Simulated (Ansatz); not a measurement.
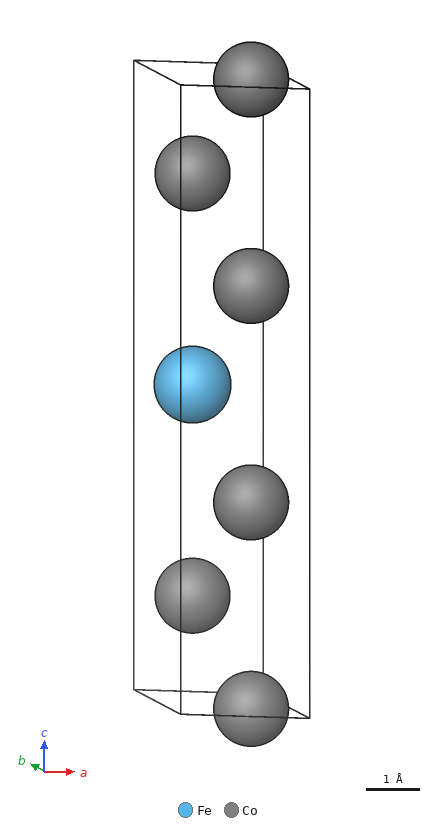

Shown here is a spheres-only view of the crystal, taken slightly off an axis. Atoms at the boundary of the conventional unit cell (the box) are drawn once for each face, edge or corner they touch. Cell: a = 2.50 Å, b = 2.50 Å, c = 12.26 Å, α = 90.00°, β = 90.00°, γ = 120.00°.

The model was built from a structure type filled with these elements by a generator (whether the compound takes this form wasn't checked). Earlier steps of the study, as a rule a relaxation of our own, may have changed the cell and positions, so they can lie some per cent off the listed ones. It went into a calculation with Ansatz.

**In words:**

It has the composition FeCo5. Space group P-6m2 (No. 187), lattice primitive hexagonal. Content of the cell: 1 Fe, 5 Co (Z = 1). The Fe atoms are each bonded to six Fe and six Co in an anticuboctahedral arrangement (about 2.5 Å to Fe, 2.6 Å to Co). Co takes three kinds of site: 2h with twelve Co in an anticuboctahedral arrangement at about 2.5 Å; 1e with twelve Co in an anticuboctahedral arrangement at about 2.5 Å; 2i with nine Co and three Fe in an anticuboctahedral arrangement (about 2.5 Å to Co, 2.6 Å to Fe).

Calculation details: DFT PBE, scalar-relativistic, plane waves, PAW (Ansatz 0.2.0); E_cut = 420 eV, an 18×18×4 k-point mesh, Gaussian smearing of 0.1 eV, collinear spins.

**Which atoms carry magnetic moments in this run, and how do they order?**

The state reached is ferromagnetic. Sizes: Fe 2.5 μB and Co 1.7 μB; net moment 10.5 μB in the run's cell of 6 atoms.

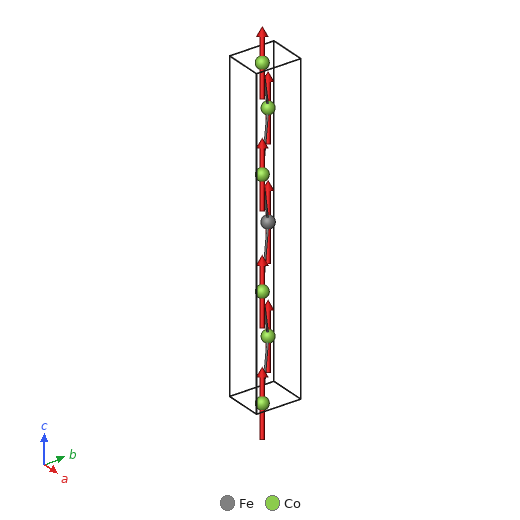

Site moments above 0.25 μB as arrows, small induced ones on non-metal atoms left out (red along the largest or up, blue against, purple across). The run's cell of 6 atoms is drawn.

**Is it conducting or gapped at this level?**

A metal: bands cross the Fermi level.

**How are the electrons shared out in a Bader analysis?**

Fe +0.09 e; Co -0.05 to 0.00 e.

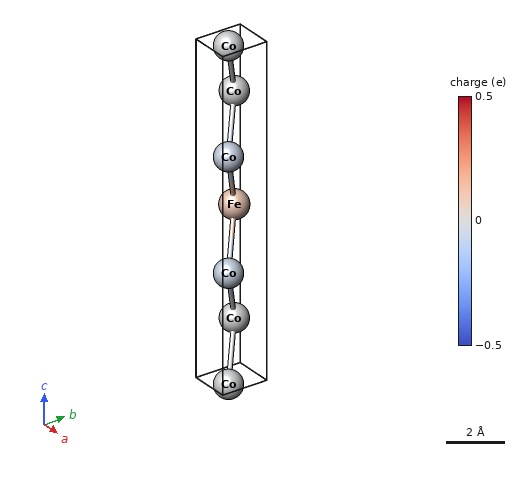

The atoms coloured by those charges. The run's cell of 6 atoms is drawn.

**Is this the optimised geometry for these settings?**

Yes. All forces vanish to within 0.01 eV/Å. The pressure is 0.0 GPa, close to zero.
